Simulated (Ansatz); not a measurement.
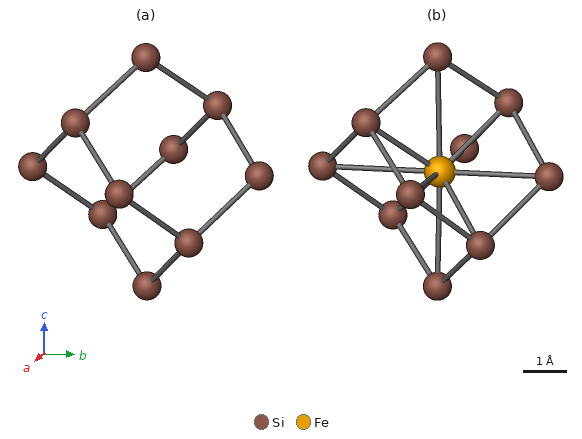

Left: perfect Si. Right: the same region with one point defect, after relaxing the atoms in a supercell of 216 sites. A ball-and-stick model of the atoms within 3.8 Å of one point, seen slightly off an axis.

Level of theory: DFT, PBEsol, PAW, plane waves (Ansatz). (plane-wave cutoff 420 eV; k-point mesh 1 × 1 × 1; mesh shifted by (0.25, 0.25, 0.25); collinear spin) Fermi-Dirac smearing of 0.01 eV. A uniform background neutralises the charged cell. The axes drawn are those of the host's conventional cell.

**What kind of defect was made?**

An extra iron atom is put between the host's atoms (an interstitial).

The charge state of the cell is +1.

**What does the relaxation do around it?**

The Fe atom starts with 10 Si at 2.33 to 2.74 Å around its place and ends with 10 Si at 2.39 to 2.80 Å. Of the host's atoms, a silicon atom moves furthest from its site, by 0.09 Å. The cell's net moment is 3.00 μB. Relaxing the atoms from the host's sites lowers the energy by 1.70 eV.

Limits of the set-up: the cell is charged, on a uniform background, and energies carry no finite-size correction.
